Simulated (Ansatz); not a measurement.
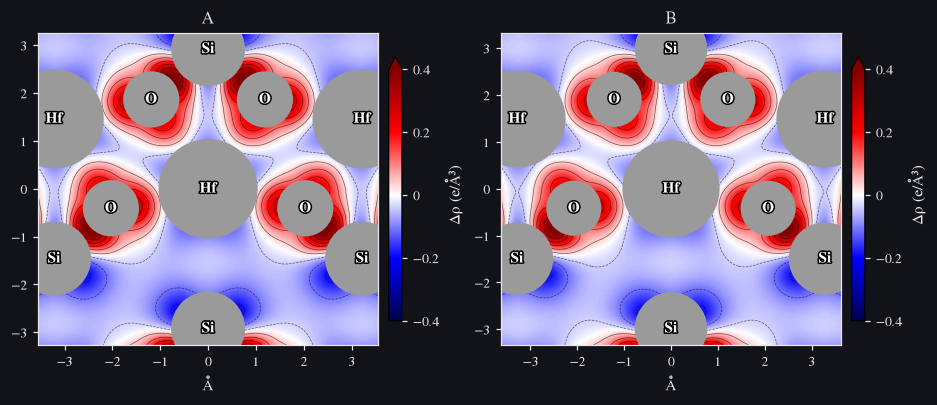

HfSiO₄: deformation density on the (010) plane of the conventional cell at two volumes, with the same fractional coordinates and one colour scale. Grey discs cover the cores. Panel A has 94 % of the volume of panel B.

Space group I4_1/amd; not relaxed (largest force 0.3 eV/Å).

The calculation used DFT PBE, scalar-relativistic, plane waves, PAW (Ansatz).

What changes between the database cell and the scaled one?

The pressure is 8 GPa in B and 26 GPa in A.
Bader charges in B: Hf +2.72, Si +3.26 and O −1.49 e; in A: Hf +2.71, Si +3.28 and O −1.50 e.
The rearranged charge is 0.32 e an atom in B and 0.32 e in A.
The scaled cell isn't relaxed: forces reach 0.9 eV/Å.

Run times: 51 s (base cell) and 50 s (scaled cell), on 2 threads of Intel(R) Xeon(R) 6975P-C (Granite Rapids), with other jobs on the host.
